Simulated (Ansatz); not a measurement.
Input file:

```
crystal:
  periodic: [false, false, false]
  atoms:
    - { symbol: C, position_ang: [-2.1868, -0.0952, 0.2157] }
    - { symbol: C, position_ang: [-0.8572, -0.0434, -0.5197] }
    - { symbol: C, position_ang: [0.3175, 0.0187, 0.4523] }
    - { symbol: C, position_ang: [1.6508, 0.0707, -0.2802] }
    - { symbol: O, position_ang: [2.6991, 0.1269, 0.6774] }
    - { symbol: H, position_ang: [-2.2457, -0.9797, 0.858] }
    - { symbol: H, position_ang: [-3.0141, -0.1392, -0.4995] }
    - { symbol: H, position_ang: [-2.3246, 0.7932, 0.8403] }
    - { symbol: H, position_ang: [-0.8437, 0.834, -1.1767] }
    - { symbol: H, position_ang: [-0.7652, -0.929, -1.1591] }
    - { symbol: H, position_ang: [0.2262, 0.8973, 1.1032] }
    - { symbol: H, position_ang: [0.304, -0.8514, 1.1207] }
    - { symbol: H, position_ang: [1.7125, 0.9592, -0.9165] }
    - { symbol: H, position_ang: [1.7917, -0.8214, -0.8987] }
    - { symbol: H, position_ang: [3.5356, 0.1592, 0.1827] }
basis:
  gaussian:
    orbitals: def2-SVP
hamiltonian:
  xc: r2scan0
output:
  orbitals: {}
  forces: true
```

Launched as:

```sh
python methods_c4h10o.py
```

Not at a stationary point (largest force 1.3 eV/Å).

These are results of Ansatz 0.2.0, SCF r2SCAN0, Gaussian basis, not measurements.

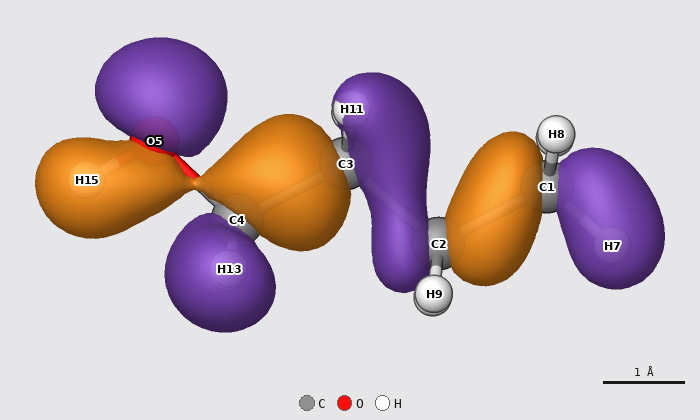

C4H10O (SMILES CCCCO). The HOMO−1 at ±0.1 Å⁻³ᐟ² (orange and purple are the two phases), seen at a tilt.

Describe this orbital and give its energy.

Answer. Its weight (Hirshfeld) is mainly on O5 (about 25 %), C4 (about 20 %), C3 (about 20 %), C1 (about 10 %) and C2 (about 5 %). Its energy is −9.16 eV.
